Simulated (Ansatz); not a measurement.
**Geometry relaxation, with input and output: In2O3 (part 3 of 3)**

Continued. System: In2O3 (Ia-3, 40 atoms in the cell). Method: DFT PBE, scalar-relativistic, plane waves, PAW, no spin polarisation (Ansatz 0.2.0); cutoff 420 eV, 4×4×4 k-mesh, Gaussian smearing of 0.02 eV. The structure derives from an entry of the Crystallography Open Database.

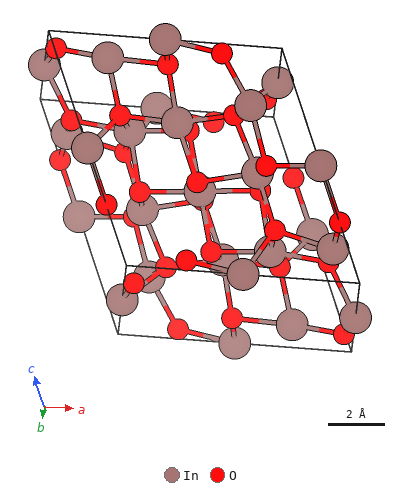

Figure 1. The geometry at step 2 of the log (ball-and-stick view of the cell of the calculation, seen at an oblique angle).

What the program printed, continued
```
  k-point 7: bands = ["-9.0255", "-9.0255", "-9.0255", "-8.9271", "-8.9271", "-8.9271", "-8.7981", "-8.7981", "-8.7981", "-8.7870", "-8.5323", "-8.5323", "-8.5127", "-8.5127", "-8.5100", "-8.5100", "-8.5100", "-8.4111", "-8.4111", "-8.4111", "-8.3044", "-8.2951", "-8.2951", "-8.2951", "-4.3214", "-4.3214", "-4.2995", "-4.2995", "-4.2995", "-4.2839", "-4.2839", "-4.2839", "-4.2418", "-4.2183", "-4.2183", "-4.2183", "-4.2173", "-4.2173", "-4.2173", "-4.2025",
      "-4.2025", "-4.1924", "-4.1924", "-4.1924", "-4.1791", "-4.1791", "-4.1791", "-4.1733", "-4.1445", "-4.1445", "-4.1445", "-4.1437", "-4.1437", "-4.1365", "-4.1365", "-4.1365", "-4.0605", "-4.0605", "-4.0605", "-4.0426", "-4.0426", "-4.0426", "-4.0382", "-4.0382", "-4.0382", "-4.0250", "-4.0250", "-4.0250", "-4.0236", "-4.0090", "-4.0090", "-4.0090", "-3.9402", "-3.9402", "-3.9402", "-3.9356", "-3.9356", "-3.9356", "-3.9278", "-3.9278",
      "-3.9222", "-3.9191", "-3.9191", "-3.9191", "-3.9108", "-3.9108", "-3.9108", "-3.8866", "-3.8866", "-3.8866", "-3.5136", "-3.5136", "-3.4278", "-3.4278", "-3.3491", "-3.3491", "-3.3491", "-3.3019", "-3.2995", "-3.2995", "-3.2995", "-3.1685", "-3.1685", "-3.1685", "2.8738", "2.8738", "2.8738", "3.1334", "3.1334", "3.1334", "3.7651", "3.7651", "3.7651", "3.7833", "4.3915", "4.4850", "4.4850", "4.4850", "4.5634", "4.5634",
      "4.5634", "4.6065", "4.6065", "4.6065", "4.8628", "4.8628", "4.8628", "5.1307", "5.3307", "5.3307", "5.3307", "5.4784", "5.6275", "5.6275", "5.8885", "5.8885", "6.0335", "6.0335", "6.0335", "6.3314", "6.3314", "6.3314", "6.4328", "6.4328", "6.4925", "6.4925", "6.4925", "6.7330", "6.7330", "6.7330", "6.8285", "6.8285", "6.8285", "6.9098", "6.9098", "7.2875", "7.2875", "7.2875", "7.4068", "7.4068",
      "7.4750", "7.6396", "7.6396", "7.6396", "7.8201", "7.8201", "7.8201", "7.8251", "7.8251", "7.8257", "7.8257", "7.8257", "7.8518", "7.8518", "7.8518", "7.9161", "11.9490", "11.9490", "11.9490", "11.9750", "11.9750", "11.9750", "13.3890", "13.3890", "13.3890", "13.6156", "14.4053", "14.4053", "14.4053", "14.5335", "14.7438", "14.7438", "14.7438", "14.9158", "14.9158", "14.9158", "16.0306", "16.0335", "16.0994", "16.0994",
      "16.0994", "16.2721", "16.2721", "16.2721", "16.9641", "16.9641", "16.9641", "17.3688", "17.3688", "17.3688", "17.4139", "17.4139", "17.4623", "17.4623", "17.6123", "17.6123"]
--- Relaxed structure (2 steps of the walk, 2 accepted, 1 SCFs on fresh bases) ---
  F+E_penalty+E_count = -103187.00775349 eV   max|allowed force component| = 4.037e-3 eV/Å   (the final SCF, on the basis selected at the relaxed cell)
  cell:  # Å, volume = 544.7456 Å³
    - [-5.144911429796089, 5.144911429796089, 5.144911429796089]
    - [5.144911429796089, -5.144911429796089, 5.144911429796089]
    - [5.144911429796089, 5.144911429796089, -5.144911429796089]
  atoms:
    - { symbol: In, position: [0.24999999999999994, 0.21623677760275756, 0.9662367776027576] }
    - { symbol: In, position: [0.7500000000000002, 0.2837632223972425, 0.5337632223972425] }
    - { symbol: In, position: [0.9662367776027576, 0.24999999999999994, 0.21623677760275756] }
    - { symbol: In, position: [0.5337632223972425, 0.7500000000000001, 0.28376322239724244] }
    - { symbol: In, position: [0.21623677760275756, 0.9662367776027576, 0.24999999999999994] }
    - { symbol: In, position: [0.2837632223972424, 0.5337632223972425, 0.7500000000000001] }
    - { symbol: In, position: [0.7500000000000001, 0.7837632223972425, 0.03376322239724241] }
    - { symbol: In, position: [0.25000000000000006, 0.7162367776027576, 0.4662367776027576] }
    - { symbol: In, position: [0.03376322239724239, 0.7500000000000001, 0.7837632223972425] }
    - { symbol: In, position: [0.46623677760275767, 0.25, 0.7162367776027576] }
    - { symbol: In, position: [0.7837632223972425, 0.03376322239724239, 0.7500000000000001] }
    - { symbol: In, position: [0.7162367776027576, 0.4662367776027576, 0.24999999999999997] }
    - { symbol: In, position: [0.5, 0.5, 0.5] }
    - { symbol: In, position: [0.5, 0.0, 0.0] }
    - { symbol: In, position: [0.0, 0.5, 0.0] }
    - { symbol: In, position: [0.0, 0.0, 0.5] }
    - { symbol: O, position: [0.5368475843870762, 0.7721131254025695, 0.5441941956353915] }
    - { symbol: O, position: [0.727918929767178, 0.9926533887516846, 0.9558058043646085] }
    - { symbol: O, position: [0.9631524156129239, 0.5073466112483154, 0.2352655410154934] }
    - { symbol: O, position: [0.772081070232822, 0.7278868745974305, 0.26473445898450665] }
    - { symbol: O, position: [0.5441941956353915, 0.5368475843870762, 0.7721131254025695] }
    - { symbol: O, position: [0.9558058043646085, 0.727918929767178, 0.9926533887516846] }
    - { symbol: O, position: [0.2352655410154934, 0.9631524156129239, 0.5073466112483154] }
    - { symbol: O, position: [0.26473445898450665, 0.772081070232822, 0.7278868745974305] }
    - { symbol: O, position: [0.7721131254025695, 0.5441941956353915, 0.5368475843870762] }
    - { symbol: O, position: [0.9926533887516846, 0.9558058043646085, 0.727918929767178] }
    - { symbol: O, position: [0.5073466112483154, 0.2352655410154934, 0.9631524156129239] }
    - { symbol: O, position: [0.7278868745974305, 0.26473445898450665, 0.772081070232822] }
    - { symbol: O, position: [0.46315241561292375, 0.22788687459743043, 0.4558058043646085] }
    - { symbol: O, position: [0.27208107023282196, 0.007346611248315302, 0.04419419563539154] }
    - { symbol: O, position: [0.036847584387076235, 0.4926533887516846, 0.7647344589845065] }
    - { symbol: O, position: [0.227918929767178, 0.2721131254025695, 0.7352655410154934] }
    - { symbol: O, position: [0.4558058043646085, 0.46315241561292375, 0.22788687459743046] }
    - { symbol: O, position: [0.04419419563539148, 0.27208107023282196, 0.007346611248315302] }
    - { symbol: O, position: [0.7647344589845065, 0.036847584387076235, 0.4926533887516846] }
    - { symbol: O, position: [0.7352655410154934, 0.227918929767178, 0.2721131254025695] }
    - { symbol: O, position: [0.22788687459743043, 0.4558058043646085, 0.46315241561292375] }
    - { symbol: O, position: [0.0073466112483153295, 0.04419419563539151, 0.27208107023282196] }
    - { symbol: O, position: [0.4926533887516846, 0.7647344589845065, 0.03684758438707618] }
    - { symbol: O, position: [0.2721131254025695, 0.7352655410154934, 0.227918929767178] }
```

Trajectory as extended XYZ (Å, eV, eV/Å), 3 frames, from step=1 to step=3
```
40
Lattice="-5.1414 5.1414 5.1414 5.1414 -5.1414 5.1414 5.1414 5.1414 -5.1414" Properties=species:S:1:pos:R:3:forces:R:3 step=1 energy=-103187.00570 pressure_GPa=0.26
In    4.7936    5.1414   -2.5707   -0.0004   0.0000   0.0000
In    0.3478    5.1414    2.5707    0.0004   0.0000   0.0000
In   -2.5707    4.7936    5.1414    0.0000  -0.0004   0.0000
In    2.5707    0.3478    5.1414    0.0000   0.0004   0.0000
In    5.1414   -2.5707    4.7936    0.0000   0.0000  -0.0004
In    5.1414    2.5707    0.3478    0.0000   0.0000   0.0004
In    0.3478    0.0000    7.7122    0.0004   0.0000   0.0000
In    4.7936    0.0000    2.5707   -0.0004   0.0000   0.0000
In    7.7122    0.3478    0.0000    0.0000   0.0004   0.0000
In    2.5707    4.7936    0.0000    0.0000  -0.0004   0.0000
In    0.0000    7.7122    0.3478    0.0000   0.0000   0.0004
In    0.0000    2.5707    4.7936    0.0000   0.0000  -0.0004
In    2.5707    2.5707    2.5707    0.0000   0.0000   0.0000
In   -2.5707    2.5707    2.5707    0.0000   0.0000   0.0000
In    2.5707   -2.5707    2.5707    0.0000   0.0000   0.0000
In    2.5707    2.5707   -2.5707    0.0000   0.0000   0.0000
O     4.0082    1.5891    3.9316   -0.0010  -0.0024   0.0050
O     6.2747    3.5523    3.9316    0.0010   0.0024   0.0050
O    -1.1333    3.5523    6.3513   -0.0010   0.0024  -0.0050
O     1.1333    1.5891    6.3513    0.0010  -0.0024  -0.0050
O     3.9316    4.0082    1.5891    0.0050  -0.0010  -0.0024
O     3.9316    6.2747    3.5523    0.0050   0.0010   0.0024
O     6.3513   -1.1333    3.5523   -0.0050  -0.0010   0.0024
O     6.3513    1.1333    1.5891   -0.0050   0.0010  -0.0024
O     1.5891    3.9316    4.0082   -0.0024   0.0050  -0.0010
O     3.5523    3.9316    6.2747    0.0024   0.0050   0.0010
O     3.5523    6.3513   -1.1333    0.0024  -0.0050  -0.0010
O     1.5891    6.3513    1.1333   -0.0024  -0.0050   0.0010
O     1.1333    3.5523    1.2099    0.0010   0.0024  -0.0050
O    -1.1333    1.5891    1.2099   -0.0010  -0.0024  -0.0050
O     6.2747    1.5891   -1.2099    0.0010  -0.0024   0.0050
O     4.0082    3.5523   -1.2099   -0.0010   0.0024   0.0050
O     1.2099    1.1333    3.5523   -0.0050   0.0010   0.0024
O     1.2099   -1.1333    1.5891   -0.0050  -0.0010  -0.0024
O    -1.2099    6.2747    1.5891    0.0050   0.0010  -0.0024
O    -1.2099    4.0082    3.5523    0.0050  -0.0010   0.0024
O     3.5523    1.2099    1.1333    0.0024  -0.0050   0.0010
O     1.5891    1.2099   -1.1333   -0.0024  -0.0050  -0.0010
O     1.5891   -1.2099    6.2747   -0.0024   0.0050   0.0010
O     3.5523   -1.2099    4.0082    0.0024   0.0050  -0.0010
40
Lattice="-5.1449 5.1449 5.1449 5.1449 -5.1449 5.1449 5.1449 5.1449 -5.1449" Properties=species:S:1:pos:R:3:forces:R:3 step=2 energy=-103187.00209 pressure_GPa=-0.04
In    4.7975    5.1449   -2.5725   -0.0040   0.0000   0.0000
In    0.3474    5.1449    2.5725    0.0040   0.0000   0.0000
In   -2.5725    4.7975    5.1449    0.0000  -0.0040   0.0000
In    2.5725    0.3474    5.1449    0.0000   0.0040   0.0000
In    5.1449   -2.5725    4.7975    0.0000   0.0000  -0.0040
In    5.1449    2.5725    0.3474    0.0000   0.0000   0.0040
In    0.3474    0.0000    7.7174    0.0040   0.0000   0.0000
In    4.7975    0.0000    2.5725   -0.0040   0.0000   0.0000
In    7.7174    0.3474    0.0000    0.0000   0.0040   0.0000
In    2.5725    4.7975    0.0000    0.0000  -0.0040   0.0000
In    0.0000    7.7174    0.3474    0.0000   0.0000   0.0040
In    0.0000    2.5725    4.7975    0.0000   0.0000  -0.0040
In    2.5725    2.5725    2.5725    0.0000   0.0000   0.0000
In   -2.5725    2.5725    2.5725    0.0000   0.0000   0.0000
In    2.5725   -2.5725    2.5725    0.0000   0.0000   0.0000
In    2.5725    2.5725   -2.5725    0.0000   0.0000   0.0000
O     4.0103    1.5894    3.9347   -0.0008   0.0029   0.0019
O     6.2796    3.5555    3.9347    0.0008  -0.0029   0.0019
O    -1.1347    3.5555    6.3552   -0.0008  -0.0029  -0.0019
O     1.1347    1.5894    6.3552    0.0008   0.0029  -0.0019
O     3.9347    4.0103    1.5894    0.0019  -0.0008   0.0029
O     3.9347    6.2796    3.5555    0.0019   0.0008  -0.0029
O     6.3552   -1.1347    3.5555   -0.0019  -0.0008  -0.0029
O     6.3552    1.1347    1.5894   -0.0019   0.0008   0.0029
O     1.5894    3.9347    4.0103    0.0029   0.0019  -0.0008
O     3.5555    3.9347    6.2796   -0.0029   0.0019   0.0008
O     3.5555    6.3552   -1.1347   -0.0029  -0.0019  -0.0008
O     1.5894    6.3552    1.1347    0.0029  -0.0019   0.0008
O     1.1347    3.5555    1.2103    0.0008  -0.0029  -0.0019
O    -1.1347    1.5894    1.2103   -0.0008   0.0029  -0.0019
O     6.2796    1.5894   -1.2103    0.0008   0.0029   0.0019
O     4.0103    3.5555   -1.2103   -0.0008  -0.0029   0.0019
O     1.2103    1.1347    3.5555   -0.0019   0.0008  -0.0029
O     1.2103   -1.1347    1.5894   -0.0019  -0.0008   0.0029
O    -1.2103    6.2796    1.5894    0.0019   0.0008   0.0029
O    -1.2103    4.0103    3.5555    0.0019  -0.0008  -0.0029
O     3.5555    1.2103    1.1347   -0.0029  -0.0019   0.0008
O     1.5894    1.2103   -1.1347    0.0029  -0.0019  -0.0008
O     1.5894   -1.2103    6.2796    0.0029   0.0019   0.0008
O     3.5555   -1.2103    4.0103   -0.0029   0.0019  -0.0008
40
Lattice="-5.1449 5.1449 5.1449 5.1449 -5.1449 5.1449 5.1449 5.1449 -5.1449" Properties=species:S:1:pos:R:3:forces:R:3 step=3 energy=-103187.00775 pressure_GPa=-0.03
In    4.7975    5.1449   -2.5725   -0.0040   0.0000   0.0000
In    0.3474    5.1449    2.5725    0.0040   0.0000   0.0000
In   -2.5725    4.7975    5.1449    0.0000  -0.0040   0.0000
In    2.5725    0.3474    5.1449    0.0000   0.0040   0.0000
In    5.1449   -2.5725    4.7975    0.0000   0.0000  -0.0040
In    5.1449    2.5725    0.3474    0.0000   0.0000   0.0040
In    0.3474    0.0000    7.7174    0.0040   0.0000   0.0000
In    4.7975    0.0000    2.5725   -0.0040   0.0000   0.0000
In    7.7174    0.3474    0.0000    0.0000   0.0040   0.0000
In    2.5725    4.7975    0.0000    0.0000  -0.0040   0.0000
In    0.0000    7.7174    0.3474    0.0000   0.0000   0.0040
In    0.0000    2.5725    4.7975    0.0000   0.0000  -0.0040
In    2.5725    2.5725    2.5725    0.0000   0.0000   0.0000
In   -2.5725    2.5725    2.5725    0.0000   0.0000   0.0000
In    2.5725   -2.5725    2.5725    0.0000   0.0000   0.0000
In    2.5725    2.5725   -2.5725    0.0000   0.0000   0.0000
O     4.0103    1.5894    3.9347   -0.0009   0.0029   0.0019
O     6.2796    3.5555    3.9347    0.0009  -0.0029   0.0019
O    -1.1347    3.5555    6.3552   -0.0009  -0.0029  -0.0019
O     1.1347    1.5894    6.3552    0.0009   0.0029  -0.0019
O     3.9347    4.0103    1.5894    0.0019  -0.0009   0.0029
O     3.9347    6.2796    3.5555    0.0019   0.0009  -0.0029
O     6.3552   -1.1347    3.5555   -0.0019  -0.0009  -0.0029
O     6.3552    1.1347    1.5894   -0.0019   0.0009   0.0029
O     1.5894    3.9347    4.0103    0.0029   0.0019  -0.0009
O     3.5555    3.9347    6.2796   -0.0029   0.0019   0.0009
O     3.5555    6.3552   -1.1347   -0.0029  -0.0019  -0.0009
O     1.5894    6.3552    1.1347    0.0029  -0.0019   0.0009
O     1.1347    3.5555    1.2103    0.0009  -0.0029  -0.0019
O    -1.1347    1.5894    1.2103   -0.0009   0.0029  -0.0019
O     6.2796    1.5894   -1.2103    0.0009   0.0029   0.0019
O     4.0103    3.5555   -1.2103   -0.0009  -0.0029   0.0019
O     1.2103    1.1347    3.5555   -0.0019   0.0009  -0.0029
O     1.2103   -1.1347    1.5894   -0.0019  -0.0009   0.0029
O    -1.2103    6.2796    1.5894    0.0019   0.0009   0.0029
O    -1.2103    4.0103    3.5555    0.0019  -0.0009  -0.0029
O     3.5555    1.2103    1.1347   -0.0029  -0.0019   0.0009
O     1.5894    1.2103   -1.1347    0.0029  -0.0019  -0.0009
O     1.5894   -1.2103    6.2796    0.0029   0.0019   0.0009
O     3.5555   -1.2103    4.0103   -0.0029   0.0019  -0.0009
```

Results in brief

```tsv
quantity	value
outcome	converged
space group (tolerance 0.01 Å)	Ia-3 (206)
electrons treated	352
free energy	−103187.0078 eV
Fermi energy	8.524 eV
gap on the k-point mesh	0.94 eV
pressure	−0.03 GPa
final volume	544.75 Å³
largest force (length of the vector) at the end	0.004 eV/Å
final cell	a = 8.911 Å, b = 8.911 Å, c = 8.911 Å, α = 109.47°, β = 109.47°, γ = 109.47°
hardware	8 threads of Intel Xeon @ 2.70GHz, 189 GiB of memory available, shared host
wall time	32 s (CPU time 3.9 min)
peak memory	4.2 GiB
```
